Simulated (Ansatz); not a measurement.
## TaN: single-point calculation (part 3 of 3)

The same run, continued: TaN (P6/mmm, 6 atoms in the cell); DFT PBE, scalar-relativistic, plane waves, PAW, spin-polarised (Ansatz 0.2.0); cutoff 420 eV, 4×4×7 k-mesh, Gaussian smearing of 0.05 eV, collinear spins. The structure derives from an entry of the Crystallography Open Database. It belongs to a series of runs on one base structure; here: natural orbitals of the symmetric run, filled by rank.

Geometry of the input (Å; fractional positions):
```
5.1850  0.0000  0.0000
-2.5925  4.4903  0.0000
0.0000  0.0000  2.9080
Ta 0.0000  0.0000  0.0000
Ta 0.3333  0.6667  0.5000
Ta 0.6667  0.3333  0.5000
N  0.5000  0.0000  0.0000
N  0.5000  0.5000  0.0000
N  0.0000  0.5000  0.0000
```

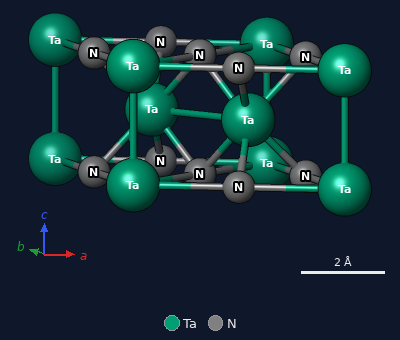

**Figure 1.** The structure (ball-and-stick view of the cell of the calculation, seen slightly off an axis).

Log, continued:
```
  k-point 0 ↑: bands = ["-49.5309", "-49.4823", "-49.2006", "-16.4577", "-16.4577", "-16.0713", "-16.0713", "-15.8418", "-15.7502", "-15.7502", "-15.7018", "-14.9861", "1.2113", "4.4545", "4.4545", "9.4072", "12.4697", "12.4697", "13.4715", "13.4715", "14.0933", "16.4795", "16.6510", "16.6510", "17.1516", "17.6122", "18.4404", "18.4404", "20.5123", "20.5123", "20.9350", "21.8582", "21.8582", "22.8084", "22.9582", "22.9582"]
  k-point 1 ↑: bands = ["-49.5219", "-49.4736", "-49.1936", "-16.4278", "-16.4278", "-16.0399", "-16.0399", "-16.0301", "-15.8699", "-15.7472", "-15.7472", "-15.1135", "1.6617", "4.2439", "4.2439", "10.1395", "12.4685", "12.4685", "13.3384", "13.3384", "13.8190", "15.7390", "15.7390", "16.5550", "17.2505", "18.4629", "18.8679", "18.8679", "20.2135", "20.2135", "21.1561", "22.2142", "22.2142", "22.9043", "22.9043", "23.0295"]
  k-point 2 ↑: bands = ["-49.5016", "-49.4540", "-49.1777", "-16.4318", "-16.3598", "-16.3598", "-16.2319", "-15.9623", "-15.9623", "-15.7469", "-15.7469", "-15.3908", "2.7619", "3.7791", "3.7791", "11.9681", "12.1568", "12.1568", "12.3368", "13.1952", "13.1952", "15.1047", "15.1047", "17.4841", "18.1910", "18.4711", "18.4711", "19.7364", "19.7364", "20.5843", "21.7726", "22.8601", "22.8601", "23.0134", "23.0134", "23.5808"]
  k-point 27 ↓: bands = ["-49.4696", "-49.4539", "-49.1650", "-16.6764", "-16.5912", "-16.3504", "-16.1734", "-16.0194", "-15.8388", "-15.7624", "-15.7537", "-15.5858", "3.3583", "3.6409", "3.8253", "11.2884", "11.9964", "12.3030", "12.6670", "12.9488", "13.4607", "14.1313", "15.5976", "15.9724", "16.9762", "17.5208", "18.3439", "21.5753", "21.9002", "22.0375", "22.4706", "23.0378", "23.0949", "23.5759", "23.6883", "25.4021"]
Occupation matrices written to [file]
--- Löwdin populations: 6 sites ---
  site symbol       q [e]    m [muB]
     0     Ta     12.4979    -0.0000
     1     Ta     12.0728     0.0000
     2     Ta     12.0728     0.0000
     3      N      5.6879     0.0000
     4      N      5.6879     0.0000
     5      N      5.6879     0.0000
  spilling = 0.005422 (of n_electrons = 54.000000)
--- Occupation matrices: 3 shells (run DFT+U table (all-electron-ortho-atomic); ε = 2.00e-2, provisional) ---
  Ta0 d_5D: site group D6h (6/mmm)
  Ta0 d_5D up     Tr n = 1.9396  λ = 0.309 0.309 0.440 0.440 0.443  [2× x2-y2 0.50 E2g(1.00) | 3× z2 0.33 E1g(0.67)]
  Ta0 d_5D dn     Tr n = 1.9396  λ = 0.309 0.309 0.440 0.440 0.443  [2× x2-y2 0.50 E2g(1.00) | 3× z2 0.33 E1g(0.67)]
  specified occupation → Ta0 d_5D up: matrix, ‖Δ‖_F = 0.9498, Tr Δ = +0.0604, displaced = 1.0273, d_λ = 0.9498; orbital distance = 0.8165
  specified occupation → Ta0 d_5D dn: matrix, ‖Δ‖_F = 0.8353, Tr Δ = -1.8396, displaced = 0.9198, d_λ = 0.8353; orbital distance = 0.0000
  Ta1 d_5D: site group D3h (-6m2)
  Ta1 d_5D up     Tr n = 1.8091  λ = 0.335 0.335 0.360 0.360 0.418  [2× xz 0.50 E''(1.00) | 2× x2-y2 0.50 E'(1.00) | z2 1.00 A1'(1.00)]
  Ta1 d_5D dn     Tr n = 1.8091  λ = 0.335 0.335 0.360 0.360 0.418  [2× xz 0.50 E''(1.00) | 2× x2-y2 0.50 E'(1.00) | z2 1.00 A1'(1.00)]
  specified occupation → Ta1 d_5D up: matrix, ‖Δ‖_F = 0.9952, Tr Δ = +0.1909, displaced = 1.0659, d_λ = 0.9952; orbital distance = 0.7071
  specified occupation → Ta1 d_5D dn: matrix, ‖Δ‖_F = 0.7674, Tr Δ = -1.7091, displaced = 0.8546, d_λ = 0.7674; orbital distance = 0.0000
  Ta2 d_5D: site group D3h (-6m2)
  Ta2 d_5D up     Tr n = 1.8091  λ = 0.335 0.335 0.360 0.360 0.418  [2× xz 0.50 E''(1.00) | 2× x2-y2 0.50 E'(1.00) | z2 1.00 A1'(1.00)]
  Ta2 d_5D dn     Tr n = 1.8091  λ = 0.335 0.335 0.360 0.360 0.418  [2× xz 0.50 E''(1.00) | 2× x2-y2 0.50 E'(1.00) | z2 1.00 A1'(1.00)]
  specified occupation → Ta2 d_5D up: matrix, ‖Δ‖_F = 0.9952, Tr Δ = +0.1909, displaced = 1.0659, d_λ = 0.9952; orbital distance = 0.7071
  specified occupation → Ta2 d_5D dn: matrix, ‖Δ‖_F = 0.7674, Tr Δ = -1.7091, displaced = 0.8546, d_λ = 0.7674; orbital distance = 0.0000
  Tr n, λ and their labels are of the run-group-symmetrised matrices; stabiliser: 48 of 48 elements of G0×{1,Θ} (closed), max defect 5.0e-6 at τ = 4.2e-3
```

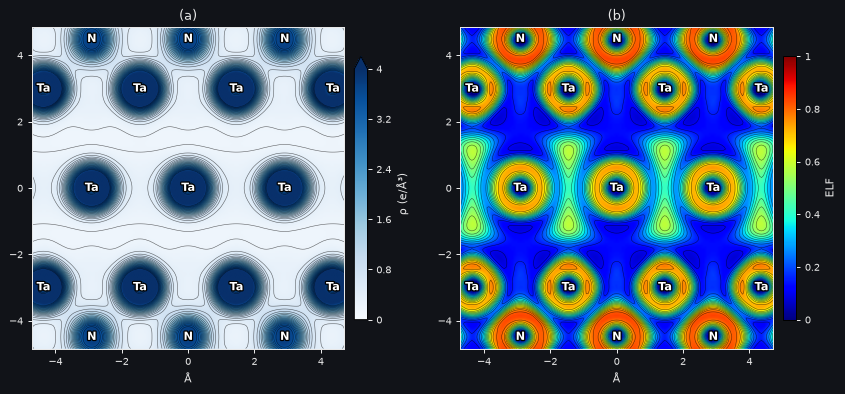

**Figure 2.** (a) valence charge density (pseudo); (b) ELF on the (110) plane of the conventional cell. The section cuts through Ta and N sites. Ta–N (2.09 Å): ρ is about 0.75 e/Å³ halfway; the ELF is about 0.25 at the midpoint; a polar contact without a shared pair, in a metal. Ta–Ta (2.91 Å): the density is about 0.34 e/Å³ at the midpoint; the ELF is about 0.40 at the midpoint; no localised pair between them. Away from the nuclei the density in this plane falls to 0.17 e/Å³ at its lowest. The ELF has a maximum of about 0.60 in the space between the atoms. The strong features right at Ta lie inside the PAW spheres (semicore, d or f shells) and say nothing about bonding. In a PAW calculation such maps are meaningful between the atoms, not at the nuclei.

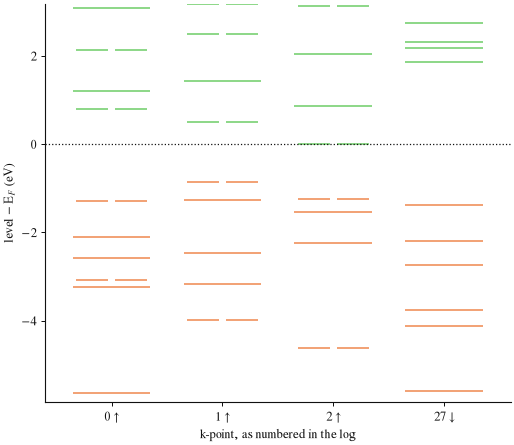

**Figure 3.** Kohn–Sham levels near the Fermi level (dotted) at the few k-points that the log prints; levels within 0.02 eV of each other stand side by side. The system is metallic on the full mesh.

Key numbers:

| quantity | value |
| --- | --- |
| outcome | converged |
| space group (tolerance 0.01 Å) | P6/mmm (191) |
| electrons treated | 54 |
| free energy | −30953.0315 eV |
| Fermi energy | 19.723 eV |
| gap on the k-point mesh | none (metallic) |
| net moment of the cell | 0.00 μB |
| integrated absolute moment | 0.00 μB |
| pressure | 10.43 GPa |
| largest force (length of the vector) | under 0.001 eV/Å |
| wall time | 5.8 s (CPU time 21 s) |
| peak memory | 0.54 GiB |

Notes:

The program warns: some starting moments were not kept; the typed occupations were not kept; the occupation matrices lower the symmetry. Spin–orbit coupling is left out, which matters for Ta. The cell is under a pressure of 10.4 GPa at this level, so it is not at its equilibrium volume.
